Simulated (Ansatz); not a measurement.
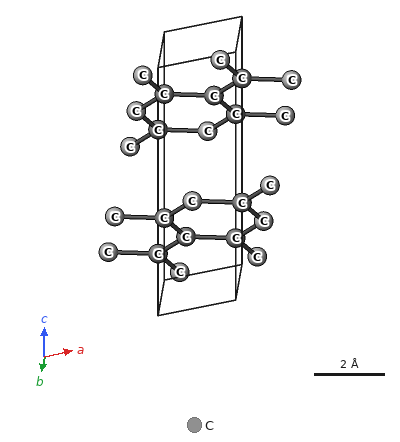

**Figure 1.** The starting structure (ball-and-stick view of the cell of the calculation, seen at an oblique angle; neighbours outside the cell are drawn fainter).

## C: geometry relaxation (part 1 of 2)

C (4 atoms in the cell), computed with DFT PBE+D3(BJ), scalar-relativistic, plane waves, PAW, no spin polarisation (Ansatz 0.2.0).

The structure derives from a Materials Project entry.

Input file:
```yaml
crystal:
  lattice:
    - [2.4672912616, 0.0, 0.0]
    - [-1.2336456308, 2.1367369111, 0.0]
    - [0.0, 0.0, 7.803073]
  atoms:
    - { symbol: C, position: [0.0, 0.0, 0.25] }
    - { symbol: C, position: [0.0, 0.0, 0.75] }
    - { symbol: C, position: [0.33333333, 0.66666667, 0.25] }
    - { symbol: C, position: [0.66666667, 0.33333333, 0.75] }
basis:
  ecutwfc: 420
kpoints:
  mp_grid: { grid: [21, 21, 6] }
hamiltonian:
  xc: pbe
  dispersion: d3bj
scf:
  occupations: { method: gaussian, width: 0.1 }
output:
  forces: true
  stress: true
  eigenvalues: true
relax:
  adjacent_minimum: "off"
  f_tol: 0.005
  max_steps: 80
  cell: { stress_tol: 0.05 }
```

Machine: 4 threads of Intel Xeon @ 2.50GHz (Skylake/Cascade Lake), 189 GiB of memory available, shared host.

Command:
```bash
ansatz run input.yaml --threads 4 --pin off --max-ram 10240MiB --backend cpu --events-out ev --progress --plain --runs-dir out
```

What the program printed:
```
Engine: ansatz 0.2.0, x86_64-unknown-linux-gnu
Pseudopotentials: kind: paw
Pseudopotential: C, paw, valence charge 4, recommended cutoff 420 eV (normal), C.paw.azcp
Functional definition: PBE
  parameter kappa = 0.804
  parameter beta = 0.06672455060314922
  exchange = pbe_x(kappa = kappa, mu = beta*pi^2/3)
  correlation = pbe_c(beta = beta)
Crystal: 4 atoms, lattice volume = 41.137 Å³
Basis set: ecut = 420 eV, 777 PW (Γ), exchange–correlation on 36×36×108 points (8 copies of the dense FFT grid, shifted against one another)
Bands: 12, of which v1, the nominal top of the filled ones, is band 8 counted from 1 (7 counted from 0)
Symmetry: 24 space group operations
Space group: P63/mmc (ITA 194), of the structure as read, at distance tolerance 3.5e-5 Å
k-points: 192 of 2646
Non-local potential: C, projectors of the file, l = 0: 2, l = 1: 2, l = 2: 1
PAW form: soft (Blöchl's): semilocal exchange-correlation on the pseudo side does not see the compensation charge
PAW one-centre angular grid: C, 110 points (default); XC on 64 Gauss nodes
Initial density: superposition of atomic densities (neutral atoms: chi_scale 0, normalization atom), corrected by the library's trained network
Initial wavefunctions: pseudopotential atomic-orbital guess
Functional: x = pbe(κ = 0.804, μ = 0.2195149727645171), c = pbe(β = 0.06672455060314922)
SCF iter   1: F=—  HF=-1004.295516 eV  |F-HF|=—  |Δ(HF+E_count)|=         —  Δρ=4.01e-3  dr2=7.85e-3  ethr=1.77e-3  ⟨swp⟩=5.3  Hψ=12965  notcnv=0
preconditioner: auto → none  [metal: Δε(μ)=0.001 eV  Ē_g=15.486 eV  σ=0.100 eV  W_gap=0.01  n_scr=4 (ndim 8)  ℏωp=23.2 eV  f_vac=0.156  D(μ)=0.13/eV (n_scr^D=0)  sad-step TF]
SCF iter   2: F=—  HF=-1004.294470 eV  |F-HF|=—  |Δ(HF+E_count)|=   1.05e-3  Δρ=2.46e-3  dr2=3.83e-3  ethr=4.91e-5  ⟨swp⟩=1.2  Hψ=3911  notcnv=0
SCF iter   3: F=—  HF=-1004.293267 eV  |F-HF|=—  |Δ(HF+E_count)|=   1.20e-3  Δρ=4.38e-4  dr2=6.25e-5  ethr=2.39e-5  ⟨swp⟩=2.2  Hψ=3865  notcnv=0
SCF iter   4: F=—  HF=-1004.293255 eV  |F-HF|=—  |Δ(HF+E_count)|=   1.23e-5  Δρ=3.81e-4  dr2=5.11e-5  ethr=3.91e-7  ⟨swp⟩=2.0  Hψ=3788  notcnv=0
SCF iter   5: F=—  HF=-1004.293241 eV  |F-HF|=—  |Δ(HF+E_count)|=   1.35e-5  Δρ=5.54e-5  dr2=4.60e-7  ethr=3.20e-7  ⟨swp⟩=2.2  Hψ=3574  notcnv=0
SCF iter   6: F=-1004.293241 eV  HF=-1004.293241 eV  |F-HF|=2.09e-8  |Δ(HF+E_count)|=   3.86e-7  Δρ=9.59e-6  dr2=1.86e-8  ethr=6.25e-10  ⟨swp⟩=6.4  Hψ=12040  notcnv=0
SCF 1 converged in 6 iterations: F = -1004.293241 eV  dr2 = 1.86e-8
  greatest PAW one-centre occupation: 0.672 electrons in one spin orbital (limit 2), on the C atom at site 1 (counted from 0), in its partial waves of l = 0
relax step   1: F+E_penalty+E_count = -1004.29324146 eV  Δ(F+E_penalty+E_count) = +0.000e0 eV  max|allowed force component| = 6.291e-16 eV/Å  Δτ_max = 0.0000 Å  P = -1.160 GPa  Ω = 41.137 Å³  (6 SCF iters, dr2 threshold 1.00e-7 eV, accepted)
Crystal: 4 atoms, lattice volume = 39.455 Å³
Basis set: ecut = 420 eV, 751 PW (Γ), exchange–correlation on 36×36×108 points (8 copies of the dense FFT grid, shifted against one another)
Initial density: handed on by an earlier stage of this run
Initial wavefunctions: those handed on with the density
iter 1 solved again at ethr=9.47e-5 eV; its pass at ethr=3.10e-3 eV (dr2=1.52e-2 eV) is discarded
SCF iter   1: F=—  HF=-1004.321794 eV  |F-HF|=—  |Δ(HF+E_count)|=         —  Δρ=5.33e-3  dr2=1.64e-2  ethr=9.47e-5  ⟨swp⟩=1.3  Hψ=19480  notcnv=0
preconditioner: auto → none  [metal: Δε(μ)=0.002 eV  Ē_g=15.574 eV  σ=0.100 eV  W_gap=0.01  n_scr=4 (ndim 8)  ℏωp=23.6 eV  f_vac=0.106  D(μ)=0.12/eV (n_scr^D=0)]
SCF iter   2: F=—  HF=-1004.316052 eV  |F-HF|=—  |Δ(HF+E_count)|=   5.74e-3  Δρ=1.77e-3  dr2=1.24e-3  ethr=9.47e-5  ⟨swp⟩=2.9  Hψ=3817  notcnv=0
SCF iter   3: F=—  HF=-1004.315947 eV  |F-HF|=—  |Δ(HF+E_count)|=   1.05e-4  Δρ=5.09e-4  dr2=3.69e-5  ethr=7.75e-6  ⟨swp⟩=2.8  Hψ=3911  notcnv=0
SCF iter   4: F=—  HF=-1004.315971 eV  |F-HF|=—  |Δ(HF+E_count)|=   2.39e-5  Δρ=2.06e-4  dr2=1.44e-5  ethr=2.31e-7  ⟨swp⟩=2.1  Hψ=3728  notcnv=0
SCF iter   5: F=-1004.315967 eV  HF=-1004.315967 eV  |F-HF|=3.61e-8  |Δ(HF+E_count)|=   3.60e-6  Δρ=1.51e-5  dr2=4.14e-8  ethr=2.50e-9  ⟨swp⟩=5.2  Hψ=14260  notcnv=0
SCF 2 converged in 5 iterations: F = -1004.315967 eV  dr2 = 4.14e-8
relax step   2: F+E_penalty+E_count = -1004.31596747 eV  Δ(F+E_penalty+E_count) = -2.273e-2 eV  max|allowed force component| = 5.459e-16 eV/Å  Δτ_max = 0.0000 Å  P = -0.627 GPa  Ω = 39.455 Å³  energy of the carried Pulay correction = +5.512e-3 eV  (5 SCF iters, dr2 threshold 4.00e-7 eV, accepted)
Crystal: 4 atoms, lattice volume = 37.433 Å³
Basis set: ecut = 420 eV, 689 PW (Γ), exchange–correlation on 36×36×108 points (8 copies of the dense FFT grid, shifted against one another)
iter 1 solved again at ethr=1.43e-4 eV; its pass at ethr=3.10e-3 eV (dr2=2.29e-2 eV) is discarded
SCF iter   1: F=—  HF=-1004.345604 eV  |F-HF|=—  |Δ(HF+E_count)|=         —  Δρ=6.78e-3  dr2=2.39e-2  ethr=1.43e-4  ⟨swp⟩=1.2  Hψ=19564  notcnv=0
preconditioner: auto → none  [metal: Δε(μ)=0.005 eV  Ē_g=15.670 eV  σ=0.100 eV  W_gap=0.03  n_scr=4 (ndim 8)  ℏωp=24.3 eV  f_vac=0.009  D(μ)=0.12/eV (n_scr^D=0)]
SCF iter   2: F=—  HF=-1004.337957 eV  |F-HF|=—  |Δ(HF+E_count)|=   7.65e-3  Δρ=2.55e-3  dr2=2.79e-3  ethr=1.43e-4  ⟨swp⟩=2.8  Hψ=3829  notcnv=0
SCF iter   3: F=—  HF=-1004.337532 eV  |F-HF|=—  |Δ(HF+E_count)|=   4.25e-4  Δρ=5.18e-4  dr2=4.02e-5  ethr=1.75e-5  ⟨swp⟩=2.6  Hψ=3927  notcnv=0
SCF iter   4: F=—  HF=-1004.337586 eV  |F-HF|=—  |Δ(HF+E_count)|=   5.42e-5  Δρ=1.52e-5  dr2=5.03e-8  ethr=2.51e-7  ⟨swp⟩=2.7  Hψ=3645  notcnv=0
iter 5 did not close the SCF: its close was put off for the readings that it lacked (scf_convergence_deferred on its scf_iter line)
SCF iter   5: F=-1004.337586 eV  HF=-1004.337586 eV  |F-HF|=7.36e-10  |Δ(HF+E_count)|=   7.01e-8  Δρ=3.49e-6  dr2=2.99e-9  ethr=3.14e-10  ⟨swp⟩=2.1  Hψ=3857  notcnv=0
SCF iter   6: F=-1004.337586 eV  HF=-1004.337586 eV  |F-HF|=3.93e-11  |Δ(HF+E_count)|=   2.09e-9  Δρ=7.19e-7  dr2=1.36e-10  ethr=1.87e-11  ⟨swp⟩=1.9  Hψ=8967  notcnv=0
the search or the solves at the SCF's close seem to have found levels that the self-consistency loop had missed (the run counts 2). By its estimate they hold under 1e-12 electrons; where the run keeps them, the occupations were computed again with them
SCF 3 converged in 6 iterations: F = -1004.337586 eV  dr2 = 1.36e-10
  greatest PAW one-centre occupation: 0.673 electrons in one spin orbital (limit 2), on the C atom at site 1 (counted from 0), in its partial waves of l = 0
relax step   3: F+E_penalty+E_count = -1004.33758613 eV  Δ(F+E_penalty+E_count) = -2.162e-2 eV  max|allowed force component| = 2.914e-16 eV/Å  Δτ_max = 0.0000 Å  P = -0.210 GPa  Ω = 37.433 Å³  energy of the carried Pulay correction = +1.241e-2 eV  (6 SCF iters, dr2 threshold 4.00e-7 eV, accepted)
Crystal: 4 atoms, lattice volume = 35.429 Å³
Basis set: ecut = 420 eV, 665 PW (Γ), exchange–correlation on 36×36×108 points (8 copies of the dense FFT grid, shifted against one another)
iter 1 solved again at ethr=1.46e-4 eV; its pass at ethr=3.10e-3 eV (dr2=2.33e-2 eV) is discarded
SCF iter   1: F=—  HF=-1004.354894 eV  |F-HF|=—  |Δ(HF+E_count)|=         —  Δρ=7.22e-3  dr2=2.42e-2  ethr=1.46e-4  ⟨swp⟩=1.2  Hψ=19598  notcnv=0
preconditioner: auto → none  [metal: Δε(μ)=0.011 eV  Ē_g=15.751 eV  σ=0.100 eV  W_gap=0.06  n_scr=4 (ndim 8)  ℏωp=25.0 eV  f_vac=0.000  D(μ)=0.12/eV (n_scr^D=0)]
SCF iter   2: F=—  HF=-1004.347446 eV  |F-HF|=—  |Δ(HF+E_count)|=   7.45e-3  Δρ=2.76e-3  dr2=2.86e-3  ethr=1.46e-4  ⟨swp⟩=2.9  Hψ=3850  notcnv=0
SCF iter   3: F=—  HF=-1004.347085 eV  |F-HF|=—  |Δ(HF+E_count)|=   3.61e-4  Δρ=5.58e-4  dr2=4.25e-5  ethr=1.79e-5  ⟨swp⟩=2.6  Hψ=3903  notcnv=0
SCF iter   4: F=—  HF=-1004.347134 eV  |F-HF|=—  |Δ(HF+E_count)|=   4.90e-5  Δρ=1.79e-5  dr2=6.66e-8  ethr=2.65e-7  ⟨swp⟩=2.7  Hψ=3698  notcnv=0
iter 5 did not close the SCF: its close was put off for the readings that it lacked (scf_convergence_deferred on its scf_iter line)
SCF iter   5: F=-1004.347134 eV  HF=-1004.347134 eV  |F-HF|=1.19e-9  |Δ(HF+E_count)|=   8.72e-8  Δρ=4.25e-6  dr2=3.94e-9  ethr=4.16e-10  ⟨swp⟩=2.1  Hψ=3860  notcnv=0
SCF iter   6: F=-1004.347134 eV  HF=-1004.347134 eV  |F-HF|=1.22e-10  |Δ(HF+E_count)|=   2.90e-9  Δρ=7.14e-7  dr2=1.11e-10  ethr=2.46e-11  ⟨swp⟩=2.0  Hψ=9084  notcnv=0
SCF 4 converged in 6 iterations: F = -1004.347134 eV  dr2 = 1.11e-10
relax step   4: F+E_penalty+E_count = -1004.34713372 eV  Δ(F+E_penalty+E_count) = -9.548e-3 eV  max|allowed force component| = 5.551e-16 eV/Å  Δτ_max = 0.0000 Å  P = +0.214 GPa  Ω = 35.429 Å³  energy of the carried Pulay correction = +1.955e-2 eV  (6 SCF iters, dr2 threshold 4.00e-7 eV, accepted)
Crystal: 4 atoms, lattice volume = 36.068 Å³
Basis set: ecut = 420 eV, 677 PW (Γ), exchange–correlation on 36×36×108 points (8 copies of the dense FFT grid, shifted against one another)
iter 1 solved again at ethr=1.77e-5 eV; its pass at ethr=3.10e-3 eV (dr2=2.83e-3 eV) is discarded
SCF iter   1: F=—  HF=-1004.346840 eV  |F-HF|=—  |Δ(HF+E_count)|=         —  Δρ=2.37e-3  dr2=2.76e-3  ethr=1.77e-5  ⟨swp⟩=2.0  Hψ=18500  notcnv=0
preconditioner: auto → none  [metal: Δε(μ)=0.012 eV  Ē_g=15.666 eV  σ=0.100 eV  W_gap=0.07  n_scr=4 (ndim 8)  ℏωp=24.7 eV  f_vac=0.013  D(μ)=0.12/eV (n_scr^D=0)]
SCF iter   2: F=—  HF=-1004.345991 eV  |F-HF|=—  |Δ(HF+E_count)|=   8.49e-4  Δρ=8.45e-4  dr2=2.37e-4  ethr=1.72e-5  ⟨swp⟩=2.8  Hψ=3845  notcnv=0
SCF iter   3: F=—  HF=-1004.346006 eV  |F-HF|=—  |Δ(HF+E_count)|=   1.43e-5  Δρ=2.52e-4  dr2=1.02e-5  ethr=1.48e-6  ⟨swp⟩=2.9  Hψ=3936  notcnv=0
SCF iter   4: F=—  HF=-1004.346012 eV  |F-HF|=—  |Δ(HF+E_count)|=   6.52e-6  Δρ=1.39e-4  dr2=5.60e-6  ethr=6.36e-8  ⟨swp⟩=2.0  Hψ=3808  notcnv=0
SCF iter   5: F=-1004.346011 eV  HF=-1004.346011 eV  |F-HF|=7.01e-9  |Δ(HF+E_count)|=   9.44e-7  Δρ=7.81e-6  dr2=1.16e-8  ethr=2.50e-9  ⟨swp⟩=4.3  Hψ=12379  notcnv=0
SCF 5 converged in 5 iterations: F = -1004.346011 eV  dr2 = 1.16e-8
relax step   5: F+E_penalty+E_count = -1004.34601116 eV  Δ(F+E_penalty+E_count) = +1.123e-3 eV  max|allowed force component| = 4.533e-16 eV/Å  Δτ_max = 0.0000 Å  P = +0.028 GPa  Ω = 36.068 Å³  energy of the carried Pulay correction = +1.724e-2 eV  (5 SCF iters, dr2 threshold 4.00e-7 eV, accepted)
Basis set: ecut = 420 eV, 677 PW (Γ), exchange–correlation on 36×36×96 points (8 copies of the dense FFT grid, shifted against one another)
Initial wavefunctions: pseudopotential atomic-orbital guess (no wavefunctions were taken with the density)
iter 1 solved again at ethr=2.77e-7 eV; its pass at ethr=3.10e-3 eV (dr2=4.43e-5 eV) is discarded
SCF iter   1: F=—  HF=-1004.339038 eV  |F-HF|=—  |Δ(HF+E_count)|=         —  Δρ=4.87e-4  dr2=1.08e-5  ethr=2.77e-7  ⟨swp⟩=3.2  Hψ=18776  notcnv=0
preconditioner: auto → none  [metal: Δε(μ)=0.010 eV  Ē_g=15.682 eV  σ=0.100 eV  W_gap=0.05  n_scr=4 (ndim 8)  ℏωp=24.7 eV  f_vac=0.007  D(μ)=0.12/eV (n_scr^D=0)]
SCF iter   2: F=—  HF=-1004.339107 eV  |F-HF|=—  |Δ(HF+E_count)|=   6.92e-5  Δρ=2.44e-4  dr2=2.45e-6  ethr=6.76e-8  ⟨swp⟩=2.7  Hψ=3562  notcnv=0
SCF iter   3: F=—  HF=-1004.339121 eV  |F-HF|=—  |Δ(HF+E_count)|=   1.38e-5  Δρ=1.37e-5  dr2=8.21e-9  ethr=1.53e-8  ⟨swp⟩=2.1  Hψ=3824  notcnv=0
SCF iter   4: F=—  HF=-1004.339120 eV  |F-HF|=—  |Δ(HF+E_count)|=   1.01e-6  Δρ=1.04e-6  dr2=1.15e-10  ethr=5.13e-11  ⟨swp⟩=2.0  Hψ=3825  notcnv=0
iter 5 did not close the SCF: its close was put off for the readings that it lacked (scf_convergence_deferred on its scf_iter line)
SCF iter   5: F=-1004.339120 eV  HF=-1004.339120 eV  |F-HF|=3.41e-12  |Δ(HF+E_count)|=  2.34e-10  Δρ=1.75e-7  dr2=7.49e-12  ethr=1.00e-12  ⟨swp⟩=2.3  Hψ=3718  notcnv=0
SCF iter   6: F=-1004.339120 eV  HF=-1004.339120 eV  |F-HF|=0.00e0  |Δ(HF+E_count)|=  2.27e-13  Δρ=2.48e-8  dr2=8.86e-14  ethr=1.00e-12  ⟨swp⟩=3.0  Hψ=8258  notcnv=0
SCF 6 converged in 6 iterations: F = -1004.339120 eV  dr2 = 8.86e-14
relax step   6: F+E_penalty+E_count = -1004.33911983 eV  Δ(F+E_penalty+E_count) = +6.891e-3 eV  max|allowed force component| = 4.718e-16 eV/Å  Δτ_max = 0.0000 Å  P = -0.280 GPa  Ω = 36.068 Å³  stress off target by 4.85e-1 GPa  SCF on the basis re-selected at this cell (its energy is not comparable with the rows above)  (6 SCF iters)
basis re-selected at this cell: Δ(F+E_penalty+E_count) = +6.891e-3 eV, ΔP = -0.308 GPa vs the last step (what re-selecting the basis moved, of the pressure what is left beyond the Pulay correction that the steps carried, after the strain that the cell walked since its last selection, with what the two solves' SCF thresholds leave and, on support functions, any second-order correction that the steps lacked; it is no measure of the basis error at this ecutwfc). The dense FFT grid was sized anew with the basis: this SCF ran on 18×18×48 points, the steps before it on 18×18×54, so part of this shift can come from that change (see relax.cell in the input reference). This SCF's stress stands 4.85e-1 GPa from its target on what of the cell is left free (relax.cell.stress_tol is 5.00e-2 GPa) and its largest allowed force component is 4.72e-16 eV/Å (relax.f_tol is 5.00e-3 eV/Å): not within both, so this SCF does not close the relaxation
Crystal: 4 atoms, lattice volume = 35.506 Å³
Basis set: ecut = 420 eV, 665 PW (Γ), exchange–correlation on 36×36×96 points (8 copies of the dense FFT grid, shifted against one another)
iter 1 solved again at ethr=1.20e-5 eV; its pass at ethr=3.10e-3 eV (dr2=1.92e-3 eV) is discarded
SCF iter   1: F=—  HF=-1004.342589 eV  |F-HF|=—  |Δ(HF+E_count)|=         —  Δρ=2.11e-3  dr2=2.11e-3  ethr=1.20e-5  ⟨swp⟩=1.7  Hψ=18625  notcnv=0
preconditioner: auto → none  [metal: Δε(μ)=0.009 eV  Ē_g=15.721 eV  σ=0.100 eV  W_gap=0.05  n_scr=4 (ndim 8)  ℏωp=24.9 eV  f_vac=0.000  D(μ)=0.12/eV (n_scr^D=0)]
SCF iter   2: F=—  HF=-1004.341940 eV  |F-HF|=—  |Δ(HF+E_count)|=   6.49e-4  Δρ=7.97e-4  dr2=2.50e-4  ethr=1.20e-5  ⟨swp⟩=2.8  Hψ=3847  notcnv=0
SCF iter   3: F=—  HF=-1004.341932 eV  |F-HF|=—  |Δ(HF+E_count)|=   8.15e-6  Δρ=1.61e-4  dr2=3.63e-6  ethr=1.56e-6  ⟨swp⟩=2.6  Hψ=3904  notcnv=0
iter 4 did not close the SCF: its close was put off for the readings that it lacked (scf_convergence_deferred on its scf_iter line)
SCF iter   4: F=-1004.341935 eV  HF=-1004.341935 eV  |F-HF|=4.42e-9  |Δ(HF+E_count)|=   3.37e-6  Δρ=4.89e-6  dr2=4.94e-9  ethr=2.27e-8  ⟨swp⟩=2.7  Hψ=3737  notcnv=0
iter 5 did not close the SCF: its close was put off for the readings that it lacked (scf_convergence_deferred on its scf_iter line)
SCF iter   5: F=-1004.341935 eV  HF=-1004.341935 eV  |F-HF|=1.36e-10  |Δ(HF+E_count)|=   6.66e-9  Δρ=1.25e-6  dr2=3.32e-10  ethr=3.09e-11  ⟨swp⟩=2.1  Hψ=3862  notcnv=0
SCF iter   6: F=-1004.341935 eV  HF=-1004.341935 eV  |F-HF|=1.92e-11  |Δ(HF+E_count)|=  2.74e-10  Δρ=2.12e-7  dr2=7.96e-12  ethr=2.07e-12  ⟨swp⟩=1.0  Hψ=6948  notcnv=0
the search or the solves at the SCF's close seem to have found levels that the self-consistency loop had missed (the run counts 1). By its estimate they hold under 1e-12 electrons; where the run keeps them, the occupations were computed again with them
SCF 7 converged in 6 iterations: F = -1004.341935 eV  dr2 = 7.96e-12
relax step   7: F+E_penalty+E_count = -1004.34193527 eV  Δ(F+E_penalty+E_count) = -2.815e-3 eV  max|allowed force component| = 2.498e-16 eV/Å  Δτ_max = 0.0000 Å  P = +0.011 GPa  Ω = 35.506 Å³  energy of the carried Pulay correction = +2.136e-3 eV  (6 SCF iters, dr2 threshold 4.00e-7 eV, accepted)
Crystal: 4 atoms, lattice volume = 35.595 Å³
iter 1 solved again at ethr=4.60e-7 eV; its pass at ethr=3.10e-3 eV (dr2=7.36e-5 eV) is discarded
SCF iter   1: F=—  HF=-1004.341619 eV  |F-HF|=—  |Δ(HF+E_count)|=         —  Δρ=3.30e-4  dr2=5.09e-5  ethr=4.60e-7  ⟨swp⟩=2.4  Hψ=17744  notcnv=0
preconditioner: auto → none  [metal: Δε(μ)=0.011 eV  Ē_g=15.703 eV  σ=0.100 eV  W_gap=0.06  n_scr=4 (ndim 8)  ℏωp=24.9 eV  f_vac=0.002  D(μ)=0.12/eV (n_scr^D=0)]
SCF iter   2: F=—  HF=-1004.341626 eV  |F-HF|=—  |Δ(HF+E_count)|=   7.03e-6  Δρ=1.28e-4  dr2=6.22e-6  ethr=3.18e-7  ⟨swp⟩=2.8  Hψ=3826  notcnv=0
SCF iter   3: F=—  HF=-1004.341628 eV  |F-HF|=—  |Δ(HF+E_count)|=   1.87e-6  Δρ=2.65e-5  dr2=9.92e-8  ethr=3.89e-8  ⟨swp⟩=2.7  Hψ=3919  notcnv=0
iter 4 did not close the SCF: its close was put off for the readings that it lacked (scf_convergence_deferred on its scf_iter line)
SCF iter   4: F=-1004.341628 eV  HF=-1004.341628 eV  |F-HF|=1.41e-10  |Δ(HF+E_count)|=   9.01e-8  Δρ=1.34e-6  dr2=4.74e-10  ethr=6.20e-10  ⟨swp⟩=2.7  Hψ=3709  notcnv=0
iter 5 did not close the SCF: its close was put off for the readings that it lacked (scf_convergence_deferred on its scf_iter line)
SCF iter   5: F=-1004.341628 eV  HF=-1004.341628 eV  |F-HF|=2.49e-11  |Δ(HF+E_count)|=  1.07e-10  Δρ=2.69e-7  dr2=9.87e-12  ethr=2.96e-12  ⟨swp⟩=2.2  Hψ=3745  notcnv=0
SCF iter   6: F=-1004.341628 eV  HF=-1004.341628 eV  |F-HF|=1.82e-12  |Δ(HF+E_count)|=  2.84e-11  Δρ=4.60e-8  dr2=3.54e-13  ethr=1.00e-12  ⟨swp⟩=1.8  Hψ=5847  notcnv=0
SCF 8 converged in 6 iterations: F = -1004.341628 eV  dr2 = 3.54e-13
relax step   8: F+E_penalty+E_count = -1004.34162786 eV  Δ(F+E_penalty+E_count) = +3.074e-4 eV  max|allowed force component| = 7.401e-17 eV/Å  Δτ_max = 0.0000 Å  P = -0.003 GPa  Ω = 35.595 Å³  energy of the carried Pulay correction = +1.799e-3 eV  (6 SCF iters, dr2 threshold 2.58e-8 eV, accepted)
iter 1 solved again at ethr=1.62e-7 eV; its pass at ethr=3.10e-3 eV (dr2=2.59e-5 eV) is discarded
```
